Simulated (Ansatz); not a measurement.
# From r2SCAN to G0W0: Bi2Se3 (Guanajuatite)

How far does one-shot GW move the r2SCAN gap of Bi2Se3 (Guanajuatite)?

Method: r2SCAN, then G0W0 on it, plane waves, PAW, in Ansatz 0.2.0.

### Step 1. Set-up

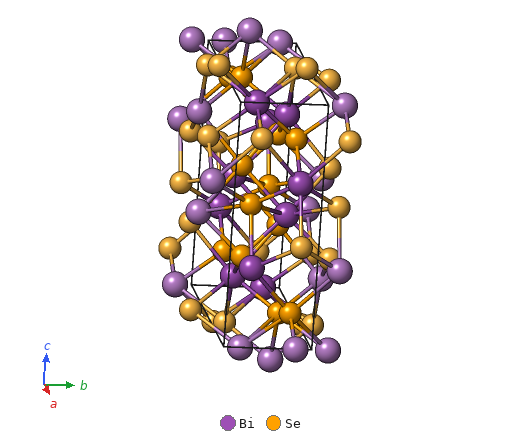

The cell as given, slightly off an axis (bismuth purple, selenium orange). Some periodic images of atoms are drawn too.

Geometry: measured cell, ions relaxed with r2SCAN. This is not the form that Bi2Se3 usually takes at ambient conditions. The runs that relaxed it are not among those shown. Spin-orbit coupling is left out unless a step names it. The default PAW set here is soft_2. Its files were made with PBE.

### Step 2. Bands along the symmetry lines

Levels along a band path and on the mesh show where this functional puts the band edges.

This step: DFT, r2SCAN, plane waves, PAW.

Input file input.yaml:

```yaml
crystal:
  lattice:
    - [11.83, 0.0, 0.0]
    - [0.0, 4.09, 0.0]
    - [0.0, 0.0, 11.62]
  atoms:
    - { symbol: Bi, position: [0.5142425949, 0.25, 0.1715036437] }
    - { symbol: Bi, position: [0.9857574051, 0.75, 0.6715036437] }
    - { symbol: Bi, position: [0.0142425949, 0.25, 0.3284963563] }
    - { symbol: Bi, position: [0.4857574051, 0.75, 0.8284963563] }
    - { symbol: Bi, position: [0.6557159474, 0.75, 0.4614282578] }
    - { symbol: Bi, position: [0.8442840526, 0.25, 0.9614282578] }
    - { symbol: Bi, position: [0.1557159474, 0.75, 0.0385717422] }
    - { symbol: Bi, position: [0.3442840526, 0.25, 0.5385717422] }
    - { symbol: Se, position: [0.6258073908, 0.75, 0.0535723304] }
    - { symbol: Se, position: [0.8741926092, 0.25, 0.5535723304] }
    - { symbol: Se, position: [0.1258073908, 0.75, 0.4464276696] }
    - { symbol: Se, position: [0.3741926092, 0.25, 0.9464276696] }
    - { symbol: Se, position: [0.716869522, 0.25, 0.30268878] }
    - { symbol: Se, position: [0.783130478, 0.75, 0.80268878] }
    - { symbol: Se, position: [0.216869522, 0.25, 0.19731122] }
    - { symbol: Se, position: [0.283130478, 0.75, 0.69731122] }
    - { symbol: Se, position: [0.4454920794, 0.75, 0.3672353527] }
    - { symbol: Se, position: [0.0545079206, 0.25, 0.8672353527] }
    - { symbol: Se, position: [0.9454920794, 0.75, 0.1327646473] }
    - { symbol: Se, position: [0.5545079206, 0.25, 0.6327646473] }
kpoints:
  mp_grid: { grid: [2, 6, 2] }
  band_path:
    path:
      - [[0.0, 0.0, 0.0], [0.5, 0.0, 0.0], [0.5, 0.5, 0.0], [0.0, 0.5, 0.0], [0.0, 0.0, 0.0], [0.0, 0.0, 0.5], [0.5, 0.0, 0.5], [0.5, 0.5, 0.5], [0.0, 0.5, 0.5], [0.0, 0.0, 0.5]]
      - [[0.5, 0.0, 0.0], [0.5, 0.0, 0.5]]
      - [[0.0, 0.5, 0.0], [0.0, 0.5, 0.5]]
      - [[0.5, 0.5, 0.0], [0.5, 0.5, 0.5]]
    npoints: 10
hamiltonian:
  xc: r2scan
scf:
  occupations: { method: fermi_dirac, width: 0.02 }
  n_extra_bands: 10
output:
  eigenvalues: true
```

The run is started by

```bash
> ansatz run input.yaml --threads 16 --pin off --max-ram 82944MiB --backend cuda --events-out ev --progress --plain --runs-dir out --devices 1 --max-vram 78GiB
```

Numbers of over 12 decimals in the logs are rounded to 6 here.

Output:

```text
scf.n_extra_bands = 10 over 156 filled bands (N_el = 312.0): the run solves 166 bands
GPUs: using 1 of 1 available (devices: 1).
Engine: ansatz 0.2.0, aarch64-unknown-linux-gnu
Pseudopotentials: kind: paw
Pseudopotential: Bi, paw, valence charge 15, recommended cutoff 500 eV (meta_gga), Bi.paw.azcp
Pseudopotential: Se, paw, valence charge 16, recommended cutoff 500 eV (meta_gga), Se.paw.azcp
Functional definition: r2SCAN
  parameter k0 = 0.174
  parameter k1 = 0.065
  parameter a1 = 4.9479
  exchange = r2scan_x(k0 = k0, k1 = k1, a1 = a1)
  correlation = r2scan_c
[...]
Crystal: 20 atoms, lattice volume = 562.230 Å³
Basis set: ecut = 500 eV, 14299 PW (Γ), exchange–correlation on 360×120×360 points (64 copies of the dense FFT grid, shifted against one another)
Bands: 166, of which v1, the nominal top of the filled ones, is band 156 counted from 1 (155 counted from 0)
Symmetry: 8 space group operations
Space group: Pnma (ITA 62), of the structure as read, at distance tolerance 8.3e-5 Å
k-points: 16 of 24
Non-local potential: Bi, projectors of the file, l = 0: 2, l = 1: 2, l = 2: 2, l = 3: 2
Non-local potential: Se, projectors of the file, l = 0: 2, l = 1: 2, l = 2: 3, l = 3: 1
PAW form: soft (Blöchl's): semilocal exchange-correlation on the pseudo side does not see the compensation charge
PAW frozen core: Bi, regenerated for the run's functional (the file was generated under x = pbe(κ = 0.804, μ = 0.219515), c = pbe(β = 0.066725))
PAW frozen core: Se, regenerated for the run's functional (the file was generated under x = pbe(κ = 0.804, μ = 0.219515), c = pbe(β = 0.066725))
PAW one-centre angular grid: Bi, 590 points (default); XC on 160 Gauss nodes
PAW one-centre angular grid: Se, 590 points (default); XC on 160 Gauss nodes
Initial density: superposition of atomic densities (neutral atoms: chi_scale 0, normalization atom), corrected by the library's trained network
Initial wavefunctions: pseudopotential atomic-orbital guess
[...]
Functional: x = r2scan, c = r2scan; τ floored in thin density (d = 2e-4 eV/Å³)
SCF iter   1: F=—  HF=-165034.089649 eV  |F-HF|=—  |Δ(HF+E_count)|=         —  Δρ=5.00e-3  dr2=2.52e-1  dr2_τ=6.28e-2  ethr=1.77e-3  ⟨swp⟩=6.0  Hψ=10917  notcnv=0
preconditioner: auto → Resta (q_TF=auto, 2.473 Å⁻¹)  ε∞=5.1  [insulator: Δε(μ)=1.383 eV  Ē_g=8.136 eV  σ=0.020 eV  W_gap=1.00  n_scr=150 (ndim 8)  ℏωp=16.6 eV  f_vac=0.034  D(μ)=0.00/eV (n_scr^D=0)  ε∞_Penn≈5.1]
SCF iter   2: F=—  HF=-165034.148592 eV  |F-HF|=—  |Δ(HF+E_count)|=   5.89e-2  Δρ=2.53e-3  dr2=4.87e-2  dr2_τ=1.81e-3  ethr=8.09e-5  ⟨swp⟩=3.1  Hψ=5421  notcnv=0  defer=68
SCF iter   3: F=—  HF=-165034.149456 eV  |F-HF|=—  |Δ(HF+E_count)|=   8.65e-4  Δρ=8.77e-4  dr2=5.09e-3  dr2_τ=1.15e-4  ethr=1.56e-5  ⟨swp⟩=2.0  Hψ=3256  notcnv=0  defer=68
SCF iter   4: F=—  HF=-165034.150757 eV  |F-HF|=—  |Δ(HF+E_count)|=   1.30e-3  Δρ=2.92e-4  dr2=3.69e-4  dr2_τ=8.77e-6  ethr=1.63e-6  ⟨swp⟩=2.0  Hψ=3513  notcnv=0  defer=68
SCF iter   5: F=—  HF=-165034.150314 eV  |F-HF|=—  |Δ(HF+E_count)|=   4.43e-4  Δρ=4.94e-5  dr2=2.58e-5  dr2_τ=3.01e-7  ethr=1.18e-7  ⟨swp⟩=2.0  Hψ=3480  notcnv=0  defer=68
SCF iter   6: F=—  HF=-165034.150978 eV  |F-HF|=—  |Δ(HF+E_count)|=   6.64e-4  Δρ=1.80e-5  dr2=3.16e-6  dr2_τ=9.57e-8  ethr=8.27e-9  ⟨swp⟩=2.0  Hψ=5084  notcnv=0  defer=68
SCF iter   7: F=—  HF=-165034.150977 eV  |F-HF|=—  |Δ(HF+E_count)|=   4.48e-7  Δρ=8.91e-6  dr2=7.63e-7  dr2_τ=3.31e-8  ethr=1.01e-9  ⟨swp⟩=2.0  Hψ=5084  notcnv=0  defer=68
SCF iter   8: F=-165034.150977 eV  HF=-165034.150977 eV  |F-HF|=1.87e-8  |Δ(HF+E_count)|=   1.18e-8  Δρ=2.57e-6  dr2=5.27e-8  dr2_τ=1.24e-9  ethr=3.21e-11  ⟨swp⟩=6.0  Hψ=11131  notcnv=0
SCF 1 converged in 8 iterations: F = -165034.150977 eV  dr2 = 5.27e-8
  greatest PAW one-centre occupation: 1.000 electrons in one spin orbital (limit 2), on the Se atom at site 10 (counted from 0), in its partial waves of l = 2
[...]
NSCF: frozen V_eff on 124 k-points
SCF converged after 8 iterations
Free energy (F): -165034.150977 eV
Harris-Foulkes:  -165034.150977 eV  (|F-HF|=1.87e-8)
Internal energy: -165034.150977 eV  (E = F + TS)
E sigma→0 (E₀):  -165034.150977 eV
Fermi energy:    9.209004 eV
--- Per-component energies (eV) ---
[...]
k-point 2: bands = ["-39.1079", "-39.1079", "-39.1078", "-39.1078", "-39.1024", "-39.1024", "-39.1024", "-39.1024", "-39.1015", "-39.1015", "-39.1015", "-39.1015", "-39.0963", "-39.0963", "-39.0962", "-39.0962", "-39.0854", "-39.0854", "-39.0854", "-39.0854", "-39.0776", "-39.0776", "-39.0776", "-39.0776", "-39.0725", "-39.0725", "-39.0725", "-39.0725", "-39.0677", "-39.0677", "-39.0677", "-39.0677", "-39.0672", "- [...]
  k-point 15: bands = ["-39.1079", "-39.1079", "-39.1079", "-39.1079", "-39.1024", "-39.1024", "-39.1024", "-39.1024", "-39.1014", "-39.1014", "-39.1014", "-39.1014", "-39.0962", "-39.0962", "-39.0962", "-39.0962", "-39.0854", "-39.0854", "-39.0854", "-39.0854", "-39.0776", "-39.0776", "-39.0776", "-39.0776", "-39.0724", "-39.0724", "-39.0724", "-39.0724", "-39.0677", "-39.0677", "-39.0677", "-39.0677", "-39.0672", " [...]
```

Run time: 7.2 s. Hardware: 1 × NVIDIA GB200 (shared by 2 runs) with 16 threads of Arm Neoverse V2, shared host; peak memory 1.9 GiB.

Numbers from this step:

```
filled bands         : 156
gap                  : 1.299 eV
valence top at       : k = (0.450, 0.000, 0.000)
conduction bottom at : k = (0.000, 0.000, 0.150)
least direct gap     : 1.312 eV
```

Over mesh and path the gap is 1.299 eV, from k = (0.450, 0.000, 0.000) to k = (0.000, 0.000, 0.150). The least direct gap found is 1.312 eV, at k = (0.000, 0.000, 0.200). On the 2×6×2 mesh alone the same run gives 1.334 eV, so that mesh misses an edge of r2SCAN: 1.334 − 1.299 = +0.035 eV.

Electronic bands along the path, in eV, zero at the top of the highest nominally filled band:

```tsv
point	band 153	band 154	band 155	band 156	band 157	band 158	band 159	band 160
Γ	-0.30	-0.24	-0.13	-0.12	1.33	1.75	1.82	2.08
X	-0.29	-0.29	0.00	0.00	1.62	1.62	1.79	1.79
S	-0.43	-0.43	-0.43	-0.43	2.30	2.30	2.30	2.30
Y	-0.61	-0.61	-0.40	-0.40	2.04	2.04	2.28	2.28
Γ	-0.30	-0.24	-0.13	-0.12	1.33	1.75	1.82	2.08
Z	-0.49	-0.49	-0.17	-0.17	1.51	1.51	2.23	2.23
U	-0.27	-0.27	-0.25	-0.25	1.52	1.52	2.22	2.22
R	-0.76	-0.76	-0.76	-0.76	2.07	2.07	2.07	2.07
T	-0.61	-0.61	-0.47	-0.47	1.81	1.81	2.18	2.18
Z	-0.49	-0.49	-0.17	-0.17	1.51	1.51	2.23	2.23
jump to X	-0.29	-0.29	0.00	0.00	1.62	1.62	1.79	1.79
U	-0.27	-0.27	-0.25	-0.25	1.52	1.52	2.22	2.22
jump to Y	-0.61	-0.61	-0.40	-0.40	2.04	2.04	2.28	2.28
T	-0.61	-0.61	-0.47	-0.47	1.81	1.81	2.18	2.18
jump to S	-0.43	-0.43	-0.43	-0.43	2.30	2.30	2.30	2.30
R	-0.76	-0.76	-0.76	-0.76	2.07	2.07	2.07	2.07
```

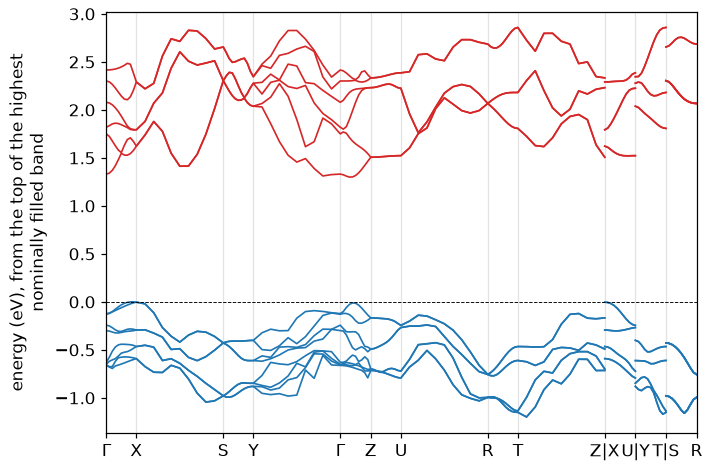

Electronic bands along the path; lines of filled and empty bands in two colours.

### Step 3. G0W0 on the 2×4×2 mesh

G0W0 replaces the xc potential by a self-energy built once from the orbitals of the start. Levels are corrected in the window of bands that the input names, at points of the mesh.

This step: G0W0 on r2SCAN, plane waves, PAW.

Changes to input.yaml since step 2:

```diff
@@ -27,16 +27,13 @@
 kpoints:
-  mp_grid: { grid: [2, 6, 2] }
-  band_path:
-    path:
-      - [[0.0, 0.0, 0.0], [0.5, 0.0, 0.0], [0.5, 0.5, 0.0], [0.0, 0.5, 0.0], [0.0, 0.0, 0.0], [0.0, 0.0, 0.5], [0.5, 0.0, 0.5], [0.5, 0.5, 0.5], [0.0, 0.5, 0.5], [0.0, 0.0, 0.5]]
-      - [[0.5, 0.0, 0.0], [0.5, 0.0, 0.5]]
-      - [[0.0, 0.5, 0.0], [0.0, 0.5, 0.5]]
-      - [[0.5, 0.5, 0.0], [0.5, 0.5, 0.5]]
-    npoints: 10
+  mp_grid: { grid: [2, 4, 2] }
 hamiltonian:
   xc: r2scan
+  pseudopotentials: { kind: paw, source: ansatz }
 scf:
-  occupations: { method: fermi_dirac, width: 0.02 }
-  n_extra_bands: 10
-output:
-  eigenvalues: true
+  occupations: { method: fixed }
+gw:
+  n_empty_bands: 2829
+  ecut_chi: 170.0
+  qp_bands: [v4, c4]
+  qp_kpoints: band_edges
+  screening: { model: contour_deformation }
```

Output:

```text
GPUs: using 1 of 1 available (devices: 1).
[...]
Crystal: 20 atoms, lattice volume = 562.230 Å³
Basis set: ecut = 820 eV, 30015 PW (Γ), exchange–correlation on 576×192×540 points (64 copies of the dense FFT grid, shifted against one another)
Bands: 226, of which v1, the nominal top of the filled ones, is band 188 counted from 1 (187 counted from 0)
Symmetry: 8 space group operations
[...]
k-points: 12 of 16
[...]
iter 1 solved again at ethr=1.82e-3 eV; its pass at ethr=3.10e-3 eV (dr2=6.85e0 eV) is discarded
[...]
SCF iter   6: F=—  HF=-194430.294461 eV  |F-HF|=—  |Δ(HF+E_count)|=   7.98e-4  Δρ=1.93e-4  dr2=2.77e-4  dr2_τ=1.58e-5  ethr=3.58e-7  ⟨swp⟩=2.0  Hψ=4202  notcnv=0  defer=428
[...]
SCF iter   8: F=—  HF=-194430.294477 eV  |F-HF|=—  |Δ(HF+E_count)|=   1.18e-7  Δρ=2.26e-5  dr2=3.64e-6  dr2_τ=1.10e-7  ethr=8.46e-9  ⟨swp⟩=2.0  Hψ=4396  notcnv=0  defer=378
[...]
SCF iter  10: F=-194430.294479 eV  HF=-194430.294479 eV  |F-HF|=9.63e-9  |Δ(HF+E_count)|=   2.47e-8  Δρ=2.44e-6  dr2=4.79e-8  dr2_τ=3.91e-9  ethr=2.66e-11  ⟨swp⟩=13.1  Hψ=13576  notcnv=0
SCF 1 converged in 10 iterations: F = -194430.294479 eV  dr2 = 4.79e-8
[...]
NSCF: frozen V_eff on 12 k-points
[...]
SCF converged after 10 iterations
[...]
4   192     11.9256    -9.8199    -3.4747   -13.2156  0.7750    11.8467    11.8466  root
     5   185      9.0329   -17.0343     1.5383   -15.1769  0.7429     8.7117     8.7138  root
     5   186      9.0329   -17.0343     1.5383   -15.1769  0.7429     8.7117     8.7138  root
     5   187      9.1800   -16.9931     1.4292   -15.2536  0.7450     8.8678     8.8697  root
     5   188      9.1800   -16.9931     1.4292   -15.2536  0.7450     8.8678     8.8697  root
     5   189     11.4553   -10.0854    -3.3191   -13.3090  0.7792    11.3599    11.3598  root
     5   190     11.4553   -10.0854    -3.3191   -13.3090  0.7792    11.3599    11.3598  root
     5   191     11.8295    -9.8675    -3.4169   -13.2259  0.7758    11.7711    11.7710  root
     5   192     11.8295    -9.8675    -3.4169   -13.2259  0.7758    11.7711    11.7710  root
     6   185      9.3498   -16.8359     1.2859   -15.2379  0.7477     9.0359     9.0378  root
     6   186      9.3498   -16.8359     1.2859   -15.2379  0.7477     9.0359     9.0378  root
     6   187      9.6403   -16.8800     1.1343   -15.4369  0.7511     9.3299     9.3315  root
     6   188      9.6403   -16.8800     1.1343   -15.4369  0.7511     9.3299     9.3315  root
     6   189     11.2706   -10.3954    -3.4014   -13.7018  0.7838    11.1757    11.1755  root
     6   190     11.2706   -10.3954    -3.4014   -13.7018  0.7838    11.1757    11.1755  root
     6   191     11.4413    -9.6787    -3.3793   -12.9691  0.7824    11.3525    11.3524  root
     6   192     11.4413    -9.6787    -3.3793   -12.9691  0.7824    11.3525    11.3524  root
     7   185      9.3777   -16.9778     1.4701   -15.1892  0.7445     9.0572     9.0592  root
     7   186      9.3777   -16.9778     1.4701   -15.1892  0.7445     9.0572     9.0592  root
     7   187      9.3999   -16.8614     1.1504   -15.4060  0.7515     9.0932     9.0948  root
     7   188      9.3999   -16.8614     1.1504   -15.4060  0.7515     9.0932     9.0948  root
     7   189     11.1721   -10.0919    -3.2899   -13.2762  0.7826    11.0666    11.0664  root
     7   190     11.1721   -10.0919    -3.2899   -13.2762  0.7826    11.0666    11.0664  root
     7   191     11.8724    -9.9515    -3.5648   -13.4376  0.7781    11.7937    11.7936  root
     7   192     11.8724    -9.9515    -3.5648   -13.4376  0.7781    11.7937    11.7936  root
     8   185      9.1570   -16.9487     1.5865   -15.0326  0.7408     8.8249     8.8274  root
     8   186      9.1570   -16.9487     1.5865   -15.0326  0.7408     8.8249     8.8274  root
     8   187      9.2249   -16.9807     1.3080   -15.3496  0.7504     8.8998     8.9017  root
     8   188      9.2249   -16.9807     1.3080   -15.3496  0.7504     8.8998     8.9017  root
     8   189     11.0609    -9.6238    -3.2748   -12.8059  0.7841    10.9682    10.9681  root
     8   190     11.0609    -9.6238    -3.2748   -12.8059  0.7841    10.9682    10.9681  root
     8   191     12.2527   -10.0117    -3.5863   -13.5555  0.7710    12.2103    12.2103  root
     8   192     12.2527   -10.0117    -3.5863   -13.5555  0.7710    12.2103    12.2103  root
     9   185      9.2834   -17.0397     1.4433   -15.2739  0.7452     8.9588     8.9609  root
     9   186      9.2834   -17.0397     1.4433   -15.2739  0.7452     8.9588     8.9609  root
     9   187      9.4165   -17.1709     1.2277   -15.6377  0.7502     9.1093     9.1110  root
     9   188      9.4165   -17.1709     1.2277   -15.6377  0.7502     9.1093     9.1110  root
     9   189     11.7724   -10.0493    -3.4240   -13.4110  0.7750    11.7102    11.7102  root
     9   190     11.7724   -10.0493    -3.4240   -13.4110  0.7750    11.7102    11.7102  root
     9   191     11.8232   -10.1080    -3.4878   -13.5310  0.7776    11.7584    11.7583  root
[...]
10   189     11.9522    -9.9645    -3.5139   -13.3944  0.7754    11.8682    11.8681  root
    10   190     11.9522    -9.9645    -3.5139   -13.3944  0.7754    11.8682    11.8681  root
    10   191     11.9522    -9.9645    -3.5139   -13.3944  0.7754    11.8682    11.8681  root
    10   192     11.9522    -9.9645    -3.5139   -13.3944  0.7754    11.8682    11.8681  root
    11   185      8.8889   -16.7693     1.5109   -14.9347  0.7422     8.5628     8.5651  root
    11   186      8.8889   -16.7693     1.5109   -14.9347  0.7422     8.5628     8.5651  root
    11   187      8.8889   -16.7693     1.5109   -14.9347  0.7422     8.5628     8.5651  root
    11   188      8.8889   -16.7693     1.5109   -14.9347  0.7422     8.5628     8.5651  root
    11   189     11.7147    -9.7619    -3.4140   -13.0953  0.7785    11.6342    11.6341  root
    11   190     11.7147    -9.7619    -3.4140   -13.0953  0.7785    11.6342    11.6341  root
    11   191     11.7147    -9.7619    -3.4140   -13.0953  0.7785    11.6342    11.6341  root
    11   192     11.7147    -9.7619    -3.4140   -13.0953  0.7785    11.6342    11.6341  root
```

Wall time 12 min (1 × NVIDIA GB200 (shared by 2 runs) with 16 threads); peak memory 36 GiB.

Numbers from this step:

```yaml
bands_summed: 3017
rpa_eps_infinity_on_this_mesh_eigenvalues: 11.01, 14.44, 15.75
plane_waves_in_the_screening_matrix: 2813
q_points_in_the_mesh: 16
g0w0_gap_over_the_corrected_points: 1.510 eV
k_of_the_valence_top: -0.5, 0, 0
k_of_the_conduction_bottom: 0, 0, 0
starting_gap_on_the_mesh: 1.338 eV
z_at_the_valence_top: 0.7511
z_at_the_conduction_bottom: 0.7831
least_direct_g0w0_gap_over_the_corrected_points: 1.617 eV
```

Over all 12 irreducible mesh points the G0W0 gap is 1.510 eV, from k = (-0.500, 0.000, 0.000) to k = Γ. The r2SCAN gap of this run on the mesh is 1.338 eV. The two states that bound the G0W0 gap lie that far apart at the start, so the correction of the gap is 1.510 − 1.338 = +0.172 eV. The start of this run differs from the step before in mesh (2×6×2 and 2×4×2), files (soft_2 PAW and hard PAW) and plane-wave cutoff (500 eV and 820 eV).

Labels follow the order of the start: v1 is the top filled band, c1 the lowest empty one; levels that stay degenerate share a row, the window can cut a multiplet, doubted levels are not marked in this list, bands outside the window were not corrected, and the list may be a part of the corrected levels. Levels before and after the correction, in eV, zero at the valence-band top of each column:

```tsv
	conduction bottom	valence top
Kohn-Sham	1.34	0.00
G0W0	1.51	0.00
```

```tsv
	level	occupation	energy (eV)
Kohn-Sham	Γ v3	2	-0.242
Kohn-Sham	Γ v2	2	-0.127
Kohn-Sham	Γ v1	2	-0.117
Kohn-Sham	Γ c1	0	1.338
Kohn-Sham	Γ c2	0	1.760
Kohn-Sham	Γ c3	0	1.828
Kohn-Sham	(-0.5 0 0) v3	2	-0.291
Kohn-Sham	(-0.5 0 0) v2-v1	2	0.000
Kohn-Sham	(-0.5 0 0) c1-c2	0	1.630
Kohn-Sham	(-0.5 0 0) c3	0	1.801
G0W0	Γ v3	2	-0.239
G0W0	Γ v2	2	-0.125
G0W0	Γ v1	2	-0.107
G0W0	Γ c1	0	1.510
G0W0	Γ c2	0	1.977
G0W0	Γ c3	0	2.051
G0W0	(-0.5 0 0) v3	2	-0.294
G0W0	(-0.5 0 0) v2-v1	2	0.000
G0W0	(-0.5 0 0) c1-c2	0	1.844
G0W0	(-0.5 0 0) c3	0	2.021
```

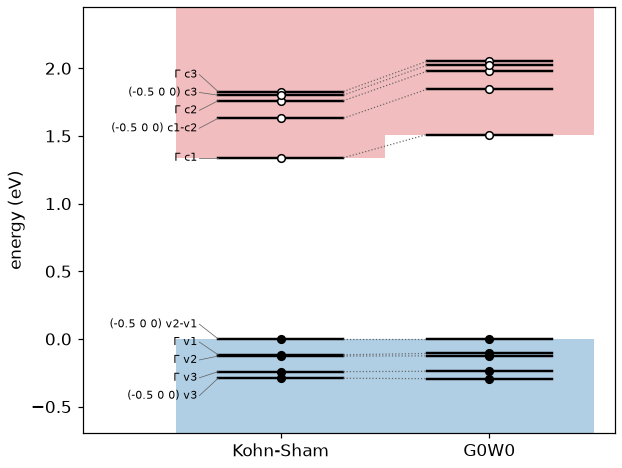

Levels before and after the correction. Shaded: valence and conduction bands. Filled marks are occupied levels, open marks empty ones.

The parts of the quasiparticle energy for the two states that bound the G0W0 gap, in eV on the run's own scale (QP = start + Σx + Σc − Vxc, with Σc at the quasiparticle energy):

```tsv
edge	k	band	start	Σx	Σc	Vxc	Z	QP
valence top	(-0.500, 0.000, 0.000)	187	9.640	−16.880	1.134	−15.437	0.751	9.332
conduction bottom	Γ	189	10.979	−10.304	−3.020	−13.187	0.783	10.841
```

[end of part 1 of 2]

[Paths, hosts, dates, memory and timing lines, banners, echoed tables and standing remarks are left out of the program output.]

[Logs are printed without paths, hosts, clocks, repeated set-up lines and the standing remarks that a program may print on its own settings, such as how far it seeks lower states.]

[Runs of the session that timed out or met a known fault of the program may be left out.]

[Cells called generated may have been cut or substituted from an entry of the Crystallography Open Database or the Materials Project.]

[Hosts, paths, dates, database ids (printed as entryN), source tags and the programs' standing remarks are cut or masked in the printed files.]

[Where an RPA ε∞ is given, it is that of the G0W0 mesh and is not shown converged in it. Names of k-points follow the symmetry that the program found, which can be lower than the space group named. Band edges on a path are those of the sampled points; other points can move an edge, and change direct to indirect where valleys lie close.]

[Hybrid gaps are those of their k-mesh and are not shown converged in it.]
